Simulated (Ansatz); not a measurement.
## TaN: a changed input and its effect

System: TaN (Fm-3m, 2 atoms in the cell).
Method of run 1: Kohn-Sham DFT of a periodic cell, LDA, Ansatz PAW, no spin polarisation (Ansatz 0.2.0).

The structure derives from a Materials Project entry. Text and figures count atoms from 1; the logs count them from 0 in places.

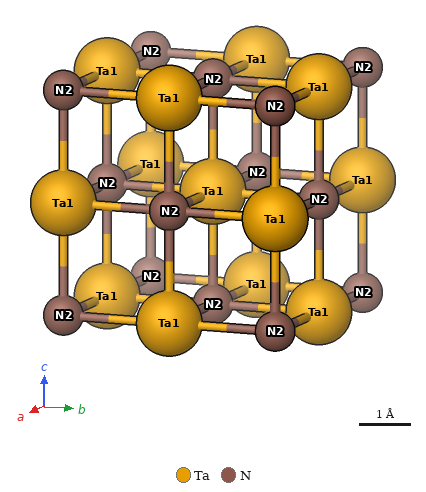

**Figure 1.** The input geometry (ball-and-stick view of the cell 4 times as large as that of the calculation, set on its symmetry axes, seen slightly off an axis; atoms are numbered from 1 in the order of the input). Near neighbours in the crystal (not all of them lie inside the picture): Ta has 6 N at 2.25 Å; N has 6 Ta at 2.25 Å.

### The input, run 1
```yaml
crystal:
  lattice:
    - [0.0, 2.2546932853, 2.2546932853]
    - [2.2546932853, 0.0, 2.2546932853]
    - [2.2546932853, 2.2546932853, 0.0]
  atoms:
    - { symbol: Ta, position: [0.5, 0.5, 0.5] }
    - { symbol: "N", position: [0.0, 0.0, 0.0] }
hamiltonian:
  xc: lda
  pseudopotentials: { kind: paw }
kpoints:
  mp_grid: { grid: [10, 10, 10] }
scf:
  occupations: { method: fermi_dirac, width: 0.05 }
output:
  forces: true
  stress: true
  eigenvalues: true
  write_density: true
  write_potential: true
  elf: true
  volumetric_format: npy
```

Launched with:
```bash
ansatz run input.yaml --threads 2 --pin off --max-ram 5632MiB --backend cpu --events-out ev --progress --plain --runs-dir out
```

Hardware: 2 threads of Arm Neoverse V1, 112 GiB of memory available, shared host.

### Output, shortened to warnings, some set-up lines, iterations and results (run 1)
```
Basis set: ecut = 420 eV, 459 PW (Γ)
Symmetry: 48 space group operations
k-points: 47 of 1000
Initial density: superposition of atomic densities (neutral atoms: chi_scale 0, normalization atom), corrected by the library's trained network
[...]
SCF iter   1: F=—  HF=-10058.462879 eV  |F-HF|=—  |Δ(HF+E_count)|=         —  Δρ=1.01e-2  dr2=2.75e-2  ethr=1.77e-3  ⟨swp⟩=6.0  Hψ=7240  notcnv=0  defer=7
SCF iter   2: F=—  HF=-10058.459858 eV  |F-HF|=—  |Δ(HF+E_count)|=   3.02e-3  Δρ=7.19e-3  dr2=1.49e-2  ethr=1.53e-4  ⟨swp⟩=1.0  Hψ=1176  notcnv=0  defer=20
SCF iter   3: F=—  HF=-10058.456578 eV  |F-HF|=—  |Δ(HF+E_count)|=   3.28e-3  Δρ=1.16e-3  dr2=2.81e-4  ethr=8.28e-5  ⟨swp⟩=1.9  Hψ=812  notcnv=0  defer=20
SCF iter   4: F=—  HF=-10058.456458 eV  |F-HF|=—  |Δ(HF+E_count)|=   1.20e-4  Δρ=2.33e-4  dr2=7.94e-6  ethr=1.56e-6  ⟨swp⟩=2.5  Hψ=972  notcnv=0  defer=20
SCF iter   5: F=—  HF=-10058.456458 eV  |F-HF|=—  |Δ(HF+E_count)|=   7.52e-7  Δρ=4.69e-5  dr2=4.63e-7  ethr=4.41e-8  ⟨swp⟩=2.4  Hψ=998  notcnv=0  defer=20
SCF iter   6: F=-10058.456458 eV  HF=-10058.456458 eV  |F-HF|=4.77e-9  |Δ(HF+E_count)|=   1.20e-7  Δρ=7.45e-6  dr2=6.76e-9  ethr=5.56e-10  ⟨swp⟩=11.3  Hψ=4781  notcnv=0
SCF 1 converged in 6 iterations: F = -10058.456458 eV  dr2 = 6.76e-9
SCF converged after 6 iterations
Free energy (F): -10058.456458 eV
Harris-Foulkes:  -10058.456458 eV  (|F-HF|=4.77e-9)
Internal energy: -10058.449600 eV  (E = F + TS)
E sigma→0 (E₀):  -10058.453029 eV
Entropy (-TS):   -0.006857 eV (-3.429 meV/atom)
Fermi energy:    19.629257 eV
--- Per-component energies (eV) ---
  E_band       = -77.759153
  E_kinetic    = 495.203900
  E_local      = -640.591420  (includes V_loc(G=0)·N_el)
  E_nonlocal   = 65.917529
  E_hartree    = 209.616700
  E_xc         = -276.096340
  E_vxc        = -279.826651  (∫ρ·V_xc dr)
  E_paw        = -8266.508241  (= ΣΔE_a)
  E_vpaw       = -137.695403  (= ΣTr[D̂ρ^β])
  E_aug_tail   = 0.000246  (compensation charges beyond the density's cutoff)
  E_ewald      = -1646.330921
  E_core_change = 0.338947  (= ΣΔE_core)
  E_smearing   = -0.006857  (= −TS)
  E_closure    = 0.000000  (closes the sum)
  Σ components = -10058.456458   (vs F -10058.456458, Δ=0.00e0)
--- Forces (eV/Å), atoms counted from 1 ---
  atom   1  Ta     0.00000000    -0.00000000     0.00000000
  atom   2  N     -0.00000000     0.00000000    -0.00000000
  max |Σ_I F_I| component: 2.99e-29 eV/Å
--- Stress (GPa, compression-positive) ---
      -32.283377       0.000000      -0.000000
        0.000000     -32.283377       0.000000
       -0.000000       0.000000     -32.283377
  P = ⅓ Tr σ = -32.2834 GPa (-322.834 kbar)
```

For run 2 the input was changed thus:
```diff
-    - [0.0, 2.2546932853, 2.2546932853]
-    - [2.2546932853, 0.0, 2.2546932853]
-    - [2.2546932853, 2.2546932853, 0.0]
+    - [0.0, 2.22596795, 2.22596795]
+    - [2.22596795, 0.0, 2.22596795]
+    - [2.22596795, 2.22596795, 0.0]
```

How does run 2 compare with run 1?

With the same functional and potentials, run 2 lies 74.8 meV per atom lower. The pressure goes from −32.28 to −22.80 GPa. The volume per atom goes from 11.46 to 11.03 Å³. The cell is scaled evenly with the atoms at fixed fractional positions, so −ΔP/Δ ln V estimates the bulk modulus midway between the two volumes: about 250 GPa. The number of SCF iterations is the same. The plane waves at Γ go from 459 to 411.

### Output, shortened to warnings, some set-up lines, iterations and results (run 2)
```
Basis set: ecut = 420 eV, 411 PW (Γ)
Symmetry: 48 space group operations
k-points: 47 of 1000
Initial density: superposition of atomic densities (neutral atoms: chi_scale 0, normalization atom), corrected by the library's trained network
[...]
SCF iter   1: F=—  HF=-10058.612591 eV  |F-HF|=—  |Δ(HF+E_count)|=         —  Δρ=1.04e-2  dr2=2.72e-2  ethr=1.77e-3  ⟨swp⟩=6.0  Hψ=7303  notcnv=0  defer=5
SCF iter   2: F=—  HF=-10058.609563 eV  |F-HF|=—  |Δ(HF+E_count)|=   3.03e-3  Δρ=7.41e-3  dr2=1.48e-2  ethr=1.51e-4  ⟨swp⟩=1.0  Hψ=1175  notcnv=0  defer=17
SCF iter   3: F=—  HF=-10058.606241 eV  |F-HF|=—  |Δ(HF+E_count)|=   3.32e-3  Δρ=1.15e-3  dr2=2.89e-4  ethr=8.23e-5  ⟨swp⟩=1.9  Hψ=824  notcnv=0  defer=17
SCF iter   4: F=—  HF=-10058.606119 eV  |F-HF|=—  |Δ(HF+E_count)|=   1.22e-4  Δρ=1.81e-4  dr2=6.10e-6  ethr=1.61e-6  ⟨swp⟩=2.1  Hψ=833  notcnv=0  defer=17
SCF iter   5: F=—  HF=-10058.606117 eV  |F-HF|=—  |Δ(HF+E_count)|=   2.63e-6  Δρ=2.94e-5  dr2=1.73e-7  ethr=3.39e-8  ⟨swp⟩=2.6  Hψ=1025  notcnv=0  defer=17
SCF iter   6: F=-10058.606117 eV  HF=-10058.606117 eV  |F-HF|=5.09e-10  |Δ(HF+E_count)|=   4.30e-8  Δρ=3.57e-6  dr2=1.16e-9  ethr=5.56e-10  ⟨swp⟩=10.7  Hψ=4674  notcnv=0
SCF 1 converged in 6 iterations: F = -10058.606117 eV  dr2 = 1.16e-9
SCF converged after 6 iterations
Free energy (F): -10058.606117 eV
Harris-Foulkes:  -10058.606117 eV  (|F-HF|=5.09e-10)
Internal energy: -10058.599637 eV  (E = F + TS)
E sigma→0 (E₀):  -10058.602877 eV
Entropy (-TS):   -0.006480 eV (-3.240 meV/atom)
Fermi energy:    20.491719 eV
--- Per-component energies (eV) ---
  E_band       = -63.764671
  E_kinetic    = 497.903043
  E_local      = -614.611827  (includes V_loc(G=0)·N_el)
  E_nonlocal   = 66.430226
  E_hartree    = 202.846107
  E_xc         = -276.986728
  E_vxc        = -280.968074  (∫ρ·V_xc dr)
  E_paw        = -8266.943369  (= ΣΔE_a)
  E_vpaw       = -138.210253  (= ΣTr[D̂ρ^β])
  E_aug_tail   = 0.000210  (compensation charges beyond the density's cutoff)
  E_ewald      = -1667.576244
  E_core_change = 0.338947  (= ΣΔE_core)
  E_smearing   = -0.006480  (= −TS)
  E_closure    = -0.000000  (closes the sum)
  Σ components = -10058.606117   (vs F -10058.606117, Δ=0.00e0)
--- Forces (eV/Å), atoms counted from 1 ---
  atom   1  Ta     0.00000000    -0.00000000    -0.00000000
  atom   2  N     -0.00000000     0.00000000    -0.00000000
  max |Σ_I F_I| component: 3.00e-29 eV/Å
--- Stress (GPa, compression-positive) ---
      -22.799177       0.000000      -0.000000
        0.000000     -22.799177      -0.000000
        0.000000       0.000000     -22.799177
  P = ⅓ Tr σ = -22.7992 GPa (-227.992 kbar)
```

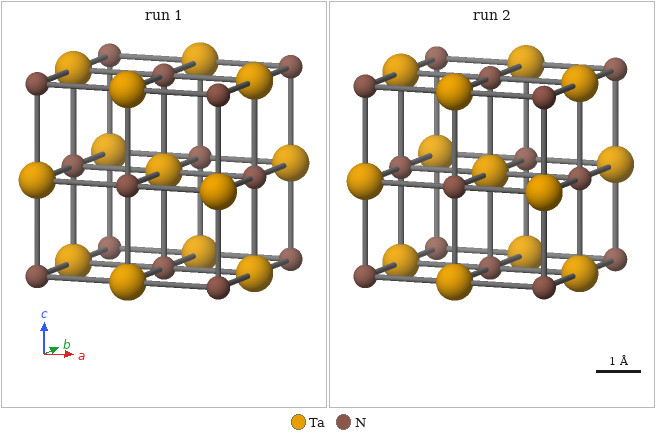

**Figure 2.** The two input geometries at one scale (ball-and-stick view of the cell 4 times as large as that of the calculation, set on its symmetry axes, seen slightly off an axis). The atoms keep their places relative to the cell (all moves are under 0.005 Å). Cell: a = b = c 4.509 → 4.452 Å (−1.3 %). Volume −3.8 %. Among the contacts that change: N–Ta 2.255 → 2.226 Å.

### The two runs side by side

| quantity | run 1 | run 2 |
| --- | --- | --- |
| outcome | converged | converged |
| free energy per atom (eV) | −5029.2282 | −5029.3031 |
| energy per atom, smearing taken to zero (eV) | −5029.2265 | −5029.3014 |
| gap on the mesh (eV) | 0.00 | 0.00 |
| pressure (GPa) | −32.28 | −22.80 |
| volume per atom (Å³) | 11.46 | 11.03 |
| largest force (eV/Å) | 0.000 | 0.000 |
| SCF iterations | 6 | 6 |
| irreducible k-points | 47 | 47 |
| plane waves at Γ | 459 | 411 |
| wall time (shared host) | 1.2 s | 1.2 s |

For both runs: Spin–orbit coupling is left out, which matters for Ta. For run 1: The cell is under a tension of 32 GPa at this level, so it is not at its equilibrium volume. For run 2: The cell is under a tension of 23 GPa at this level, so it is not at its equilibrium volume.
